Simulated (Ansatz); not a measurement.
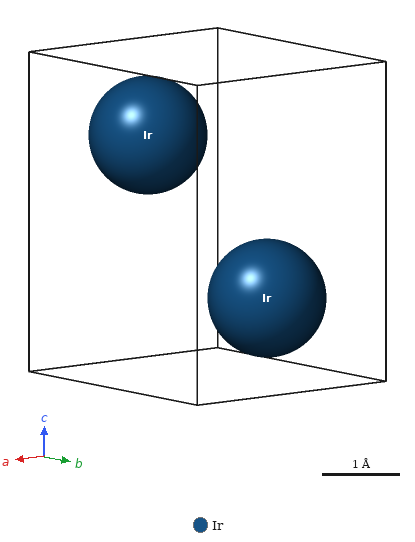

The structure as given in the input (spheres-only view of the cell of the calculation, seen at an oblique angle). An atom can appear more than once, as a periodic image.

## Single-point calculation of Ir

Ir (P6₃/mmc, 2 atoms in the cell), computed with DFT r2SCAN, scalar-relativistic, plane waves, PAW, no spin polarisation (Ansatz 0.2.0).

The structure was made by swapping elements on the sites of another compound; it need not be a known phase. It belongs to a series of runs on one base structure; here: Rh -> Ir on all its sites, cell and atoms relaxed.

Output
```
Engine: ansatz 0.2.0, x86_64-unknown-linux-gnu
Pseudopotentials: kind: paw
Pseudopotential: Ir, paw, valence charge 17, recommended cutoff 500 eV (meta_gga), Ir.paw.azcp
Functional definition: r2SCAN
  parameter k0 = 0.174
  parameter k1 = 0.065
  parameter a1 = 4.9479
  exchange = r2scan_x(k0 = k0, k1 = k1, a1 = a1)
  correlation = r2scan_c
Crystal: 2 atoms, lattice volume = 27.134 Å³
Basis set: ecut = 500 eV, 687 PW (Γ), exchange–correlation on 80×80×128 points (64 copies of the dense FFT grid, shifted against one another)
Bands: 21, of which v1, the nominal top of the filled ones, is band 17 counted from 1 (16 counted from 0)
Symmetry: 24 space group operations
Space group: P63/mmc (ITA 194), of the structure as read, at distance tolerance 3.0e-5 Å
k-points: 21 of 144
Non-local potential: Ir, projectors of the file, l = 0: 3, l = 1: 2, l = 2: 2, l = 3: 1
PAW form: soft (Blöchl's): semilocal exchange-correlation on the pseudo side does not see the compensation charge
PAW frozen core: Ir, regenerated for the run's functional (the file was generated under x = pbe(κ = 0.804, μ = 0.2195149727645171), c = pbe(β = 0.06672455060314922))
PAW one-centre angular grid: Ir, 590 points (default); XC on 160 Gauss nodes
Initial density: superposition of atomic densities (neutral atoms: chi_scale 0, normalization atom), corrected by the library's trained network
Initial wavefunctions: pseudopotential atomic-orbital guess
Functional: x = r2scan, c = r2scan; τ floored in thin density (d = 2e-4 eV/Å³)
SCF iter   1: F=—  HF=-23897.100112 eV  |F-HF|=—  |Δ(HF+E_count)|=         —  Δρ=1.42e-2  dr2=1.56e-2  dr2_τ=7.50e-2  ethr=1.77e-3  ⟨swp⟩=5.2  Hψ=1854  notcnv=0
preconditioner: auto → none  [insulator: Δε(μ)=0.190 eV  Ē_g=8.926 eV  σ=0.100 eV  W_gap=0.70  n_scr=8 (ndim 8)  ℏωp=30.2 eV  f_vac=0.000  D(μ)=1.72/eV (n_scr^D=22)  ε∞_Penn≈12.5]
SCF iter   2: F=—  HF=-23897.164401 eV  |F-HF|=—  |Δ(HF+E_count)|=   6.43e-2  Δρ=7.06e-3  dr2=3.00e-3  dr2_τ=6.17e-4  ethr=4.59e-5  ⟨swp⟩=2.0  Hψ=871  notcnv=0  defer=4
SCF iter   3: F=—  HF=-23897.168884 eV  |F-HF|=—  |Δ(HF+E_count)|=   4.48e-3  Δρ=1.04e-3  dr2=7.32e-5  dr2_τ=2.68e-5  ethr=8.83e-6  ⟨swp⟩=2.0  Hψ=637  notcnv=0  defer=4
SCF iter   4: F=—  HF=-23897.169202 eV  |F-HF|=—  |Δ(HF+E_count)|=   3.19e-4  Δρ=2.71e-4  dr2=7.90e-6  dr2_τ=1.04e-6  ethr=2.15e-7  ⟨swp⟩=2.1  Hψ=744  notcnv=0  defer=4
SCF iter   5: F=—  HF=-23897.169243 eV  |F-HF|=—  |Δ(HF+E_count)|=   4.03e-5  Δρ=9.09e-5  dr2=2.05e-6  dr2_τ=4.02e-7  ethr=2.32e-8  ⟨swp⟩=2.0  Hψ=747  notcnv=0  defer=4
SCF iter   6: F=-23897.169244 eV  HF=-23897.169244 eV  |F-HF|=9.81e-8  |Δ(HF+E_count)|=   1.04e-6  Δρ=1.81e-5  dr2=4.11e-8  dr2_τ=3.76e-9  ethr=2.94e-10  ⟨swp⟩=4.6  Hψ=2043  notcnv=0
SCF 1 converged in 6 iterations: F = -23897.169244 eV  dr2 = 4.11e-8
  greatest PAW one-centre occupation: 1.000 electrons in one spin orbital (limit 2), on the Ir atom at site 1 (counted from 0), in its partial waves of l = 1
```

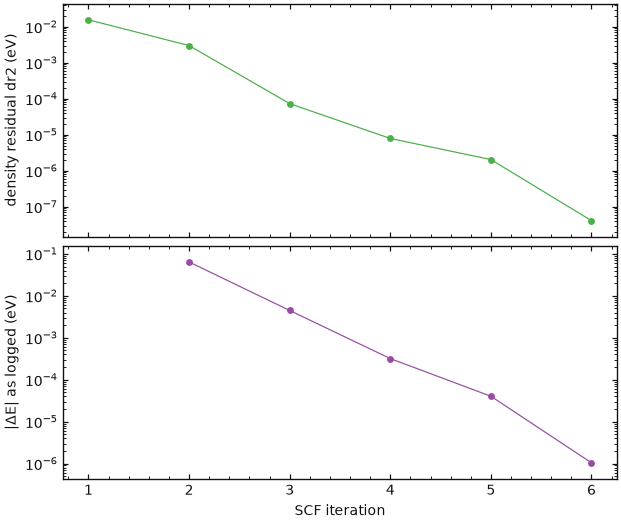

Convergence of the self-consistent field: density residual dr2 and size of the energy change against the SCF iteration. The residual falls at every step.

```
SCF converged after 6 iterations
Free energy (F): -23897.169244 eV
Harris-Foulkes:  -23897.169244 eV  (|F-HF|=9.81e-8)
Internal energy: -23897.160817 eV  (E = F + TS)
E sigma→0 (E₀):  -23897.165030 eV
Entropy (-TS):   -0.008427 eV (-4.213 meV/atom)
Fermi energy:    26.902584 eV
--- Per-component energies (eV) ---
  E_band       = -160.679144
  E_kinetic    = 1251.901264
  E_local      = -2037.145913  (includes V_loc(G=0)·N_el)
  E_nonlocal   = 148.179895
  E_hartree    = 792.253548
  E_xc         = -512.635798
  E_vxc        = -669.676062  (∫ρ·V_xc dr)
  E_paw        = -18499.916046  (= ΣΔE_a)
  E_vpaw       = -479.990995  (= ΣTr[D̂ρ^β])
  E_aug_tail   = -0.000034  (compensation charges beyond the density's cutoff)
  E_vtau       = 41.545151  (kinetic-family band-sum trace: ∫τ·v_τ [+ j·A + Jᵃ·Aᵃ] dr)
  E_ewald      = -5039.163946
  E_core_change = -0.633787  (= ΣΔE_core)
  E_smearing   = -0.008427  (= −TS)
  E_closure    = -0.000000  (closes the sum)
  Σ components = -23897.169244   (vs F -23897.169244, Δ=0.00e0)
--- Forces (eV/Å), atoms counted from 1 ---
  atom   1  Ir    -0.00000000    -0.00000000     0.00000000
  atom   2  Ir     0.00000000     0.00000000     0.00000000
  max |Σ_I F_I| component: 9.25e-18 eV/Å
--- Stress (GPa, compression-positive) ---
       22.081654      -0.000000       0.000000
       -0.000000      22.081654       0.000000
        0.000000       0.000000      19.352714
  P = ⅓ Tr σ = 21.1720 GPa (211.720 kbar)
--- Band table (eV; the first three rows and the last of 21) ---
  k-point 0: bands = ["-68.0997", "-68.0014", "-24.9341", "-24.0148", "-24.0148", "-23.9129", "-23.8649", "-23.8649", "14.9865", "18.1261", "22.7898", "22.8369", "22.8369", "23.5872", "23.5872", "24.3425", "24.3425", "26.2865", "27.3921", "27.3921", "35.1294"]
  k-point 1: bands = ["-68.0853", "-68.0159", "-24.7907", "-24.0691", "-23.9929", "-23.9929", "-23.8869", "-23.8869", "15.7471", "18.1705", "22.4496", "22.5928", "22.5928", "23.2113", "23.2113", "24.1600", "25.1999", "25.1999", "27.3295", "27.3295", "38.3119"]
  k-point 2: bands = ["-68.0507", "-68.0507", "-24.4364", "-24.4364", "-23.9401", "-23.9401", "-23.9401", "-23.9401", "17.4404", "17.4404", "22.2344", "22.2344", "22.6713", "22.6713", "22.6713", "22.6713", "26.5753", "26.5753", "26.5753", "26.5753", "40.8985"]
  k-point 20: bands = ["-67.9867", "-67.9867", "-24.6828", "-24.6828", "-24.4394", "-24.4394", "-24.0748", "-24.0748", "20.0621", "20.0621", "21.0634", "21.0634", "22.5227", "22.5227", "24.4247", "24.4247", "27.4109", "27.4109", "34.8609", "34.8609", "35.8342"]
```

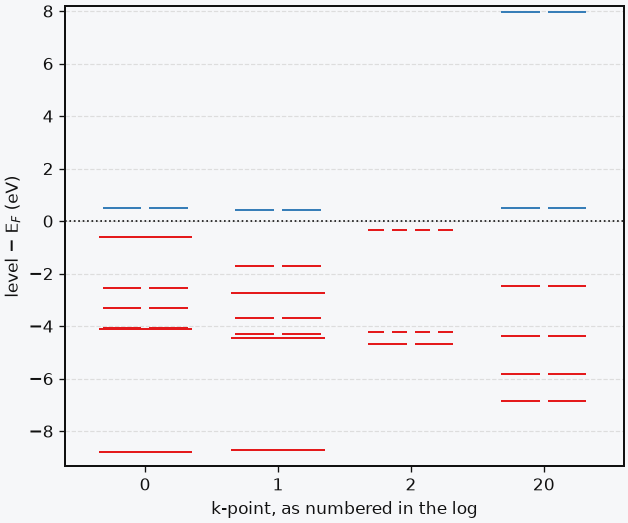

Kohn–Sham levels near the Fermi level (dotted) at the few k-points that the log prints; levels within 0.02 eV of each other stand side by side. The system is metallic on the full mesh.

The run was set up as follows.

The input
```yaml
crystal:
  lattice:
    - [2.6906838245, 0.0, 0.0]
    - [-1.3453419122, 2.3302005455, 0.0]
    - [0.0, 0.0, 4.3277730178]
  atoms:
    - { symbol: Ir, position: [0.6666666667, 0.3333333333, 0.75] }
    - { symbol: Ir, position: [0.3333333333, 0.6666666667, 0.25] }
basis:
  ecutwfc: 500
kpoints:
  mp_grid: { grid: [6, 6, 4] }
hamiltonian:
  xc: r2scan
scf:
  occupations: { method: gaussian, width: 0.1 }
output:
  forces: true
  stress: true
  eigenvalues: true
```

Launched with:
```bash
ansatz run input.yaml --threads 1 --pin off --max-ram 2560MiB --backend cpu --events-out ev --progress --plain --runs-dir out
```

Results in brief

```tsv
quantity	value
outcome	converged
space group (tolerance 0.01 Å)	P6₃/mmc (194)
electrons treated	34
free energy	−23897.1692 eV
Fermi energy	26.903 eV
gap on the k-point mesh	none (metallic)
pressure	21.17 GPa
largest force (length of the vector)	under 0.001 eV/Å
hardware	1 thread of Intel Xeon @ 2.50GHz (Skylake/Cascade Lake), 189 GiB of memory available, shared host
wall time	3.5 s
peak memory	0.35 GiB
```

Spin–orbit coupling is left out, which matters for Ir. The cell is under a pressure of 21 GPa at this level, so it is not at its equilibrium volume.
